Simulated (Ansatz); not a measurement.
Single-point calculation, with input and output: NbN (part 3 of 3)

The same run, continued: NbN (Fm-3m, 4 atoms in the cell); DFT LDA+U+J, spin-orbit coupling, plane waves, PAW, U = 4 eV, J = 0.5 eV on Nb atom 1 d; U = 4 eV, J = 0.5 eV on Nb atom 3 d (Ansatz 0.2.0); cutoff 420 eV, 7×7×7 k-mesh, Gaussian smearing of 0.05 eV. The structure derives from an entry of the Crystallography Open Database. The run did not end well. It belongs to a series of runs on one base structure; here: canted directions free.

Geometry of the input (Å; fractional positions):
```
0.0000  2.1945  2.1945
2.1945  0.0000  2.1945
4.3890  4.3890  0.0000
Nb 0.5000  0.5000  0.2500
N  0.0000  0.0000  0.0000
Nb 0.5000  0.5000  0.7500
N  0.0000  -0.0000  0.5000
```

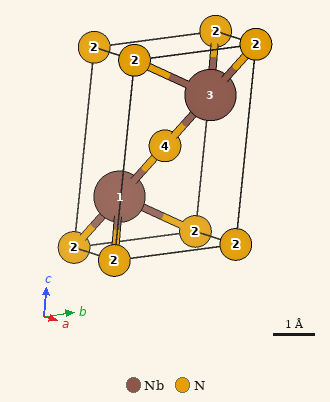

Fig. 1: The structure as given in the input (ball-and-stick view of the reduced cell, seen slightly off an axis; atoms are numbered from 1 in the order of the input).

**The program's output, continued**
```
SCF iter  48: F=—  HF=-9631.526681 eV  |F-HF|=—  |Δ(HF+E_count)|=   5.09e-5  Δρ=6.97e-6  dr2=5.89e-9  dr2_m=9.98e-9  ethr=1.54e-11  |M|=5.62e-5 ∫|m|=2.39e-3 μB  |m|>n=0.0e0 m-floor=0.0e0 τ_xc=3.1e-23  β_m=0.49  ⟨swp⟩=9.4  Hψ=49914  notcnv=0  recentre
SCF iter  49: F=—  HF=-9631.526731 eV  |F-HF|=—  |Δ(HF+E_count)|=   4.92e-5  Δρ=6.04e-6  dr2=1.70e-9  dr2_m=7.52e-9  ethr=1.54e-11  |M|=1.03e-4 ∫|m|=2.25e-3 μB  |m|>n=0.0e0 m-floor=0.0e0 τ_xc=2.7e-23  β_m=0.28  ⟨swp⟩=9.1  Hψ=48879  notcnv=0
SCF iter  50: F=—  HF=-9631.526731 eV  |F-HF|=—  |Δ(HF+E_count)|=   3.65e-7  Δρ=5.86e-6  dr2=1.45e-9  dr2_m=7.12e-9  ethr=4.74e-12  |M|=9.47e-5 ∫|m|=2.11e-3 μB  |m|>n=0.0e0 m-floor=0.0e0 τ_xc=2.6e-23  β_m=0.15  ⟨swp⟩=7.1  Hψ=39527  notcnv=0
SCF iter  51: F=—  HF=-9631.526733 eV  |F-HF|=—  |Δ(HF+E_count)|=   1.78e-6  Δρ=5.83e-6  dr2=1.23e-9  dr2_m=7.58e-9  ethr=4.04e-12  |M|=1.30e-4 ∫|m|=1.90e-3 μB  |m|>n=0.0e0 m-floor=0.0e0 τ_xc=2.2e-23  β_m=0.49  ⟨swp⟩=7.2  Hψ=40010  notcnv=0
SCF iter  52: F=—  HF=-9631.526731 eV  |F-HF|=—  |Δ(HF+E_count)|=   1.89e-6  Δρ=5.44e-6  dr2=6.61e-10  dr2_m=6.46e-9  ethr=3.41e-12  |M|=1.09e-4 ∫|m|=1.84e-3 μB  |m|>n=0.0e0 m-floor=0.0e0 τ_xc=2.0e-23  β_m=0.30  ⟨swp⟩=7.0  Hψ=38915  notcnv=0
SCF iter  53: F=—  HF=-9631.526732 eV  |F-HF|=—  |Δ(HF+E_count)|=   1.64e-6  Δρ=3.65e-6  dr2=9.60e-10  dr2_m=2.43e-9  ethr=1.84e-12  |M|=5.28e-5 ∫|m|=1.71e-3 μB  |m|>n=0.0e0 m-floor=0.0e0 τ_xc=1.8e-23  β_m=0.65  ⟨swp⟩=7.5  Hψ=40564  notcnv=0
SCF iter  54: F=—  HF=-9631.526733 eV  |F-HF|=—  |Δ(HF+E_count)|=   1.90e-7  Δρ=3.57e-6  dr2=3.70e-10  dr2_m=2.40e-9  ethr=1.84e-12  |M|=5.76e-5 ∫|m|=1.76e-3 μB  |m|>n=0.0e0 m-floor=0.0e0 τ_xc=1.9e-23  β_m=0.63  ⟨swp⟩=6.9  Hψ=38576  notcnv=0
SCF iter  55: F=—  HF=-9631.526733 eV  |F-HF|=—  |Δ(HF+E_count)|=   1.86e-7  Δρ=2.18e-6  dr2=5.59e-10  dr2_m=1.28e-9  ethr=1.03e-12  |M|=3.28e-5 ∫|m|=1.23e-3 μB  |m|>n=0.0e0 m-floor=0.0e0 τ_xc=8.6e-24  β_m=0.82  ⟨swp⟩=7.2  Hψ=40209  notcnv=0
SCF iter  56: F=—  HF=-9631.526724 eV  |F-HF|=—  |Δ(HF+E_count)|=   9.08e-6  Δρ=2.16e-6  dr2=1.71e-9  dr2_m=7.03e-10  ethr=1.03e-12  |M|=3.95e-5 ∫|m|=1.21e-3 μB  |m|>n=0.0e0 m-floor=0.0e0 τ_xc=8.1e-24  β_m=0.41  ⟨swp⟩=8.8  Hψ=46483  notcnv=0  recentre
SCF iter  57: F=—  HF=-9631.526731 eV  |F-HF|=—  |Δ(HF+E_count)|=   6.92e-6  Δρ=2.18e-6  dr2=1.90e-10  dr2_m=1.10e-9  ethr=1.03e-12  |M|=3.12e-5 ∫|m|=1.30e-3 μB  |m|>n=0.0e0 m-floor=0.0e0 τ_xc=9.6e-24  β_m=0.17  ⟨swp⟩=7.3  Hψ=39944  notcnv=0
SCF iter  58: F=—  HF=-9631.526732 eV  |F-HF|=—  |Δ(HF+E_count)|=   1.63e-6  Δρ=2.79e-6  dr2=1.50e-9  dr2_m=1.99e-9  ethr=1.00e-12  |M|=4.47e-5 ∫|m|=1.13e-3 μB  |m|>n=0.0e0 m-floor=0.0e0 τ_xc=7.7e-24  β_m=0.14  ⟨swp⟩=7.2  Hψ=40770  notcnv=0
SCF iter  59: F=—  HF=-9631.526733 eV  |F-HF|=—  |Δ(HF+E_count)|=   3.29e-7  Δρ=2.92e-6  dr2=4.42e-9  dr2_m=1.36e-9  ethr=1.00e-12  |M|=2.42e-5 ∫|m|=1.19e-3 μB  |m|>n=0.0e0 m-floor=0.0e0 τ_xc=8.7e-24  β_m=0.07  ⟨swp⟩=6.9  Hψ=38445  notcnv=0
SCF iter  60: F=—  HF=-9631.526733 eV  |F-HF|=—  |Δ(HF+E_count)|=   3.51e-7  Δρ=3.32e-6  dr2=5.48e-9  dr2_m=1.27e-9  ethr=1.00e-12  |M|=3.56e-5 ∫|m|=1.22e-3 μB  |m|>n=0.0e0 m-floor=0.0e0 τ_xc=8.9e-24  β_m=0.06  ⟨swp⟩=6.6  Hψ=37942  notcnv=0
SCF iter  61: F=—  HF=-9631.526733 eV  |F-HF|=—  |Δ(HF+E_count)|=   9.03e-8  Δρ=5.61e-6  dr2=1.25e-8  dr2_m=1.07e-9  ethr=1.00e-12  |M|=3.03e-5 ∫|m|=9.49e-4 μB  |m|>n=0.0e0 m-floor=0.0e0 τ_xc=5.9e-24  β_m=0.20  ⟨swp⟩=7.1  Hψ=40016  notcnv=0  recentre
SCF iter  62: F=—  HF=-9631.526733 eV  |F-HF|=—  |Δ(HF+E_count)|=   2.14e-7  Δρ=3.00e-6  dr2=3.30e-9  dr2_m=1.07e-9  ethr=1.00e-12  |M|=1.94e-5 ∫|m|=1.10e-3 μB  |m|>n=0.0e0 m-floor=0.0e0 τ_xc=8.5e-24  β_m=0.42  ⟨swp⟩=6.8  Hψ=38222  notcnv=0
SCF iter  63: F=—  HF=-9631.526731 eV  |F-HF|=—  |Δ(HF+E_count)|=   2.35e-6  Δρ=2.60e-6  dr2=2.67e-10  dr2_m=1.15e-9  ethr=1.00e-12  |M|=4.85e-5 ∫|m|=1.19e-3 μB  |m|>n=0.0e0 m-floor=0.0e0 τ_xc=1.0e-23  β_m=0.20  ⟨swp⟩=8.5  Hψ=44945  notcnv=0  recentre
SCF iter  64: F=—  HF=-9631.526732 eV  |F-HF|=—  |Δ(HF+E_count)|=   7.32e-7  Δρ=3.12e-6  dr2=2.87e-9  dr2_m=1.56e-9  ethr=1.00e-12  |M|=6.44e-5 ∫|m|=1.32e-3 μB  |m|>n=0.0e0 m-floor=0.0e0 τ_xc=1.2e-23  β_m=0.06  ⟨swp⟩=7.0  Hψ=38587  notcnv=0
SCF iter  65: F=—  HF=-9631.526731 eV  |F-HF|=—  |Δ(HF+E_count)|=   3.14e-7  Δρ=6.07e-6  dr2=1.54e-8  dr2_m=2.91e-9  ethr=1.00e-12  |M|=1.02e-4 ∫|m|=1.64e-3 μB  |m|>n=0.0e0 m-floor=0.0e0 τ_xc=1.9e-23  β_m=0.09  ⟨swp⟩=7.3  Hψ=40691  notcnv=0
SCF iter  66: F=—  HF=-9631.526729 eV  |F-HF|=—  |Δ(HF+E_count)|=   2.33e-6  Δρ=1.39e-5  dr2=9.01e-8  dr2_m=9.21e-9  ethr=1.00e-12  |M|=1.80e-4 ∫|m|=2.40e-3 μB  |m|>n=0.0e0 m-floor=0.0e0 τ_xc=3.8e-23  ⟨swp⟩=4.5  Hψ=46077  notcnv=0
Mixer restart at iter 66: flushing history
iteration 66: the SCF's residuals had fallen too slowly under its mixing. It goes on by minimising its free energy, and can end on another state than longer mixing would; under `scf.algorithm: density_mixing` no SCF does so, but by `scf.convergence.dm_fallback`
SCF iter  67: F=—  HF=-9631.526734 eV  |F-HF|=—  |Δ(HF+E_count)|=   4.80e-6  Δρ=1.09e-5  dr2=4.91e-8  dr2_m=3.51e-9  ethr=1.00e-12  |M|=1.06e-4 ∫|m|=1.96e-3 μB  |m|>n=0.0e0 m-floor=0.0e0 τ_xc=2.5e-23  ⟨swp⟩=4.7  Hψ=61099  notcnv=0
SCF iter  68: F=—  HF=-9631.526734 eV  |F-HF|=—  |Δ(HF+E_count)|=   1.67e-7  Δρ=2.10e-6  dr2=1.67e-9  dr2_m=7.57e-10  ethr=1.00e-12  |M|=1.19e-5 ∫|m|=6.55e-4 μB  |m|>n=0.0e0 m-floor=0.0e0 τ_xc=2.6e-24  ⟨swp⟩=4.5  Hψ=46094  notcnv=0
SCF iter  69: F=-9631.526734 eV  HF=-9631.526734 eV  |F-HF|=1.46e-11  |Δ(HF+E_count)|=   3.81e-9  Δρ=2.74e-7  dr2=4.15e-11  dr2_m=1.08e-11  ethr=1.00e-12  |M|=1.77e-6 ∫|m|=3.65e-4 μB  |m|>n=0.0e0 m-floor=0.0e0 τ_xc=7.5e-25  ⟨swp⟩=4.2  Hψ=39878  notcnv=0
SCF iter  70: F=-9631.526734 eV  HF=-9631.526734 eV  |F-HF|=1.46e-11  |Δ(HF+E_count)|=    0.00e0  Δρ=2.74e-7  dr2=4.15e-11  dr2_m=1.08e-11  ethr=1.00e-12  |M|=1.77e-6 ∫|m|=3.65e-4 μB  |m|>n=0.0e0 m-floor=0.0e0 τ_xc=7.6e-25  ⟨swp⟩=4.2  Hψ=39858  notcnv=0
WARN: the starting moments were not kept: the SCF closed with an absolute magnetisation of 3.6e-4 μB, where they sum to 4 μB in size (2 sites). That is at most 0.1 of that sum. Measured as dr2_m measures the in/out step, that magnetisation stands 1.8e-8 eV from none, at or under the dr2_threshold of 1.0e-7 eV: it is no larger than a step whose dr2_m would equal this threshold. The system may hold no moment; this SCF shows only that its start led to no more than that. To try another start: raise the starting moments (crystal.atoms[].spin, magnetization.per_species, magnetization.initial_magnetization, or on a non-collinear deck that types none of these the spinor_matrix: blocks that start its atoms; where the total moment is fixed, keep their sum and leave initial_magnetization as it is; typed ones take the place of any that the run laid by itself, positive ones on a crystal's lanthanoids without a Hubbard term where scf.initial_density.shell_occupations: [] is typed) or, if the notice of its spin-set hold's release reads "site moments contracting" or "site moments show no strong build", lengthen the hold (scf.mixing.spin_hold: { on: { confirm: 4 } }; for m-r²SCAN on two components see the key's manual first). Each may lead to a state that holds a moment. A second SCF, from the converged charge density, with the starting moments and any scf.initial_density.shell_occupations laid on it anew, would have followed, and was not run: the deck does not ask for one (magnetization.retry_lost_moments is false, the default). To let it run, set magnetization.retry_lost_moments: true and run the deck again, where that key's refused combinations let it; where memory then withholds it, that run's warning says so.
WARN: hamiltonian.hubbard: on 2 of 2 specified blocks the occupation matrix of this SCF's result fails the test of the specified filling. At site 0 (sites count from 0 in the list of atoms of the cell that this SCF solves) the least filled combination of the orbitals specified full has occupation 0.434, and the fullest combination of the orbitals specified empty has occupation 0.467; the filling counts as kept where the first is at least 0.75 and exceeds the second by more than 0.25. The same holds at site 2. The state of this SCF's result may not hold the specified filling, though these bounds can also misjudge a state that does. This warning does not say which state is lower in energy, or whether the specified filling is a self-consistent state at all; see hamiltonian.hubbard.sites[].starting_ns, Limitations, and scf.initial_density.shell_occupations in the input reference
SCF 1 converged in 70 iterations: F = -9631.526734 eV  dr2 = 4.15e-11
  greatest PAW one-centre occupation: 0.997 electrons in one spin orbital (limit 2), on the Nb atom at site 2 (counted from 0), in its partial waves of l = 0
SCF converged after 70 iterations
Stability not told: the SCF's own minimisation came to no verdict on its close; the lowest value that the minimisation read is 2.3e-2 (residual 6.0e-3): no lower mode is shown, and none is ruled out
Magnetization: |M| = 0.0000 μB,  M = (+0.0000, +0.0000, +0.0000) μB
Absolute magnetization: 0.0004 μB (∫|m|, with the PAW one-centre terms)
Moment direction: turned by 0.1656 rad
  site 0: m = (-0.0000, +0.0001, +0.0001) μB, |m| = 0.0001 μB  (R = 0.91 Å)
  site 1: m = (+0.0000, +0.0000, +0.0000) μB, |m| = 0.0000 μB  (R = 0.91 Å)
  site 2: m = (+0.0000, -0.0001, -0.0001) μB, |m| = 0.0001 μB  (R = 0.91 Å)
  site 3: m = (+0.0000, +0.0000, +0.0000) μB, |m| = 0.0000 μB  (R = 0.91 Å)
Free energy (F): -9631.526734 eV
Harris-Foulkes:  -9631.526734 eV  (|F-HF|=1.46e-11)
Internal energy: -9631.525013 eV  (E = F + TS)
E sigma→0 (E₀):  -9631.525873 eV
Entropy (-TS):   -0.001721 eV (-0.430 meV/atom)
Fermi energy:    20.469098 eV
--- Per-component energies (eV) ---
  E_band       = -24.278971
  E_kinetic    = 1057.646458
  E_local      = -1450.558663  (includes V_loc(G=0)·N_el)
  E_nonlocal   = 338.614318
  E_hartree    = 434.728297
  E_xc         = -471.215390
  E_vxc        = -581.781224  (∫ρ·V_xc dr)
  E_hubbard    = 8.153279  (on-site DFT+U / exact-exchange correction)
  E_vhub       = 2.627917  (the Hubbard potential's part of the band-sum identity)
  E_paw        = -6166.932637  (= ΣΔE_a)
  E_vpaw       = -260.284554  (= ΣTr[D̂ρ^β])
  E_aug_tail   = 0.000191  (compensation charges beyond the density's cutoff)
  E_ewald      = -3382.975656
  E_core_change = 1.014790  (= ΣΔE_core)
  E_smearing   = -0.001721  (= −TS)
  E_closure    = -0.000000  (closes the sum)
  Σ components = -9631.526734   (vs F -9631.526734, Δ=0.00e0)
--- DFT+U+J on-site energies (Liechtenstein; fll double counting; per corrected site; eV) ---
  site 0 (l=d): U=4.0000  J=0.5000  Tr N=3.9082  E_int=25.875864  E_dc=21.799225  E_U=4.076639
  site 2 (l=d): U=4.0000  J=0.5000  Tr N=3.9082  E_int=25.875882  E_dc=21.799242  E_U=4.076640
--- Hubbard shell moments (per corrected site; Tr N, ν in electrons; μ in μ_B) ---
  shell 0: Tr N=3.9082  μ_S=(-0.0001, +0.0001, +0.0001)  μ_L=(+0.0000, -0.0000, -0.0000)  μ=(-0.0001, +0.0001, +0.0001)  ν=0.0600 along (-0.577, -0.577, +0.578)
  shell 1: Tr N=3.9082  μ_S=(+0.0001, -0.0001, -0.0001)  μ_L=(-0.0000, +0.0000, +0.0000)  μ=(+0.0001, -0.0001, -0.0001)  ν=0.0600 along (+0.577, +0.578, -0.577)
--- Specified on-site occupations, and those of the state reported ---
  electrons in the specified blocks: 4.2000 specified, 7.8164 found
  site 2 (l=d): largest change of an orbital's occupation 0.5418; electrons 2.1000 specified, 3.9082 found; spectral distance 1.2380
  site 0 (l=d): largest change of an orbital's occupation 0.5372; electrons 2.1000 specified, 3.9082 found; spectral distance 1.2380
--- Forces (eV/Å), atoms counted from 1 ---
  atom   1  Nb     0.00000000     0.00000000     0.00000000
  atom   2  N     -0.00000088    -0.00000020     0.00000059
  atom   3  Nb     0.00000000     0.00000000     0.00000000
  atom   4  N      0.00000088     0.00000020    -0.00000059
  max |Σ_I F_I| component: 0.00e0 eV/Å
--- Stress (GPa, compression-positive) ---
       -5.113034      -0.231775       0.231761
       -0.231774      -5.113041       0.231766
        0.231761       0.231766      -5.113036
  P = ⅓ Tr σ = -5.1130 GPa (-51.130 kbar)
--- Band table (eV; the first three rows and the last of 172) ---
  k-point 0: bands = ["-35.9835", "-35.9835", "-35.8381", "-35.8381", "-13.6580", "-13.6580", "-13.1947", "-13.1947", "-11.7015", "-11.7015", "-11.1052", "-11.1052", "-11.0069", "-11.0069", "-11.0050", "-11.0050", "3.0427", "3.0427", "5.6996", "5.6996", "11.3062", "11.3062", "13.5640", "13.5640", "13.6138", "13.6138", "17.1242", "17.1242", "17.2005", "17.2005", "17.2007", "17.2007", "18.3454", "18.3454", "18.3455", "18.3455", "18.6618", "18.6618", "20.7889", "20.7889", "20.7892", "20.7892", "21.9084", "21.9084", "22.0139", "22.0139", "22.5189", "22.5190", "23.7690", "23.7690", "24.9087", "24.9087"]
  k-point 1: bands = ["-35.9767", "-35.9767", "-35.8455", "-35.8455", "-13.6314", "-13.6314", "-13.2138", "-13.2138", "-11.6747", "-11.6747", "-11.1003", "-11.1003", "-11.0479", "-11.0479", "-11.0118", "-11.0118", "3.1580", "3.1580", "5.5327", "5.5327", "11.5454", "11.5454", "13.6674", "13.6674", "13.7160", "13.7160", "16.5620", "16.5620", "16.7506", "16.7506", "16.7586", "16.7586", "18.5638", "18.5638", "18.6157", "18.6157", "18.9000", "18.9000", "21.2605", "21.2605", "21.2617", "21.2617", "21.6708", "21.6708", "21.7271", "21.7271", "22.0373", "22.0373", "24.0693", "24.0693", "25.4451", "25.4451"]
  k-point 2: bands = ["-35.9573", "-35.9573", "-35.8661", "-35.8661", "-13.5588", "-13.5588", "-13.2697", "-13.2697", "-11.5957", "-11.5957", "-11.1631", "-11.1631", "-11.0868", "-11.0868", "-11.0255", "-11.0255", "3.4850", "3.4850", "5.1020", "5.1020", "12.1970", "12.1970", "13.9744", "13.9744", "14.0197", "14.0197", "15.4483", "15.4483", "15.9469", "15.9469", "15.9637", "15.9637", "19.0014", "19.0014", "19.0436", "19.0436", "19.3304", "19.3304", "20.9779", "20.9779", "21.0694", "21.0694", "21.2908", "21.2908", "22.3574", "22.3574", "22.3577", "22.3577", "24.8218", "24.8218", "26.1839", "26.1839"]
  k-point 171: bands = ["-35.8307", "-35.8307", "-35.7916", "-35.7916", "-13.6767", "-13.6767", "-13.6522", "-13.6522", "-11.7173", "-11.7173", "-11.7072", "-11.7072", "-11.3991", "-11.3991", "-11.1724", "-11.1724", "4.2396", "4.2396", "5.4921", "5.4921", "11.7104", "11.7104", "13.7643", "13.7643", "13.8245", "13.8245", "14.5784", "14.5784", "14.6871", "14.6871", "15.8337", "15.8337", "17.3123", "17.3123", "21.2680", "21.2680", "21.7634", "21.7635", "22.4315", "22.4315", "22.9187", "22.9187", "23.1574", "23.1574", "23.6338", "23.6338", "24.9787", "24.9787", "25.7804", "25.7804", "27.2465", "27.2465"]
Occupation matrices written to [file]
--- Löwdin populations: 4 sites ---
  site symbol       q [e]
     0     Nb     12.2779
     1      N      5.6523
     2     Nb     12.2779
     3      N      5.6523
  spilling = 0.003875 (of n_electrons = 36.000000)
--- Occupation matrices: 2 shells (run DFT+U table (all-electron-ortho-atomic); ε = 3.62e-3) ---
  Nb0 d_4D: site group Oh (m-3m); on the run's cell D3d (-3m)
  Nb0 d_4D spinor Tr n = 3.9082  λ = 0.308 0.308 0.308 0.308 0.405 0.405 0.466 0.466 0.467 0.467  [4× z2 0.50 (Eg 1.00) G3/2g(1.00)/E1/2g(0.50) | 2× xz 0.33 (T2g 1.00) E5/2g(1.00)/E1/2g(1.00) | 4× yz 0.33 (T2g 1.00) G3/2g(1.00)/E1/2g(0.50)]
  specified occupation → Nb0 d_4D spinor: matrix, ‖Δ‖_F = 1.2709, Tr Δ = -1.8082, displaced = 1.9553, d_λ = 1.2380; orbital distance = 1.2996
  Nb2 d_4D: site group Oh (m-3m); on the run's cell D3d (-3m)
  Nb2 d_4D spinor Tr n = 3.9082  λ = 0.308 0.308 0.308 0.308 0.405 0.405 0.466 0.466 0.467 0.467  [4× z2 0.50 (Eg 1.00) G3/2g(1.00)/E1/2g(0.50) | 2× xy 0.33 (T2g 1.00) E5/2g(1.00)/E1/2g(1.00) | 4× xz 0.33 (T2g 1.00) G3/2g(1.00)/E1/2g(0.50)]
  specified occupation → Nb2 d_4D spinor: matrix, ‖Δ‖_F = 1.2709, Tr Δ = -1.8082, displaced = 1.9550, d_λ = 1.2380; orbital distance = 1.2997
  Tr n, λ and their labels are of the run-group-symmetrised matrices; stabiliser: 48 of 48 elements of G0×{1,Θ} (closed), max defect 1.7e-4 at τ = 7.7e-4
```
